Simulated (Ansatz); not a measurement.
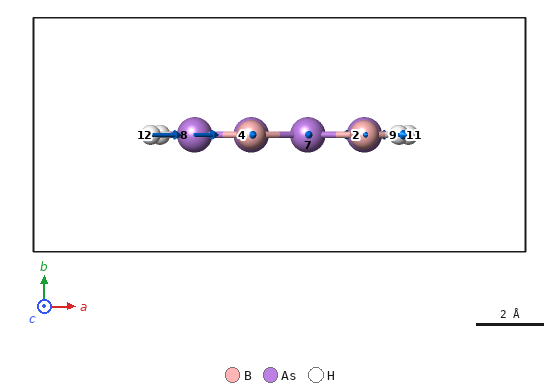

This is a relaxation of a wire of composition BAsH. The starting structure is drawn; blue arrows show the displacements (the part carried along by the change of the cell is left out), magnified 10 times.

The picture is a ball-and-stick view of the cell of the calculation, with the vacuum cut short, seen along the c axis.

Case: armchair ribbon, 4 formula units a period, edges capped with H.

Level of theory: Ansatz 0.2.0, DFT PBE, scalar-relativistic, plane waves, PAW. (plane-wave cutoff 420 eV; k-point mesh 1 × 1 × 6; occupations gaussian; smearing width 0.05 eV; no spin polarisation; cell relaxed at fixed a, b, alpha, beta, gamma; force threshold 0.02 eV/Å; at most 45 steps)

**Describe the change and its energy.**

The largest moves relative to the centre of the atoms, 0.11 Å, are those of H atoms. By element the largest moves are H 0.11 Å, As 0.09 Å, B 0.03 Å. Along the periodic axis the drawn cell goes c 5.862 → 5.892 Å (+0.5 %). Some distances before and after: As–B 1.954 → 1.908 Å, As–H 1.520 → 1.502 Å, As–B 1.954 → 1.943 Å, As–B 1.954 → 1.964 Å. Among the angles between lasting bonds that change: B–As–B 120.0° → 125.4°, B–As–H 120.0° → 116.8°, As–B–As 120.0° → 116.9°. Over 3 accepted moves (4 points after the start) the energy falls by 0.107 eV per cell of the calculation. The largest force component goes from 0.78 to 0.0092 eV/Å. The SCF was repeated once at an unchanged geometry on a basis and grid sized afresh for the cell, which shifted the energy by 0.7 meV per cell of the calculation at most. The run took 33 s on 4 threads of Arm Neoverse V2, with other jobs on the host, peak memory 1.2 GiB.
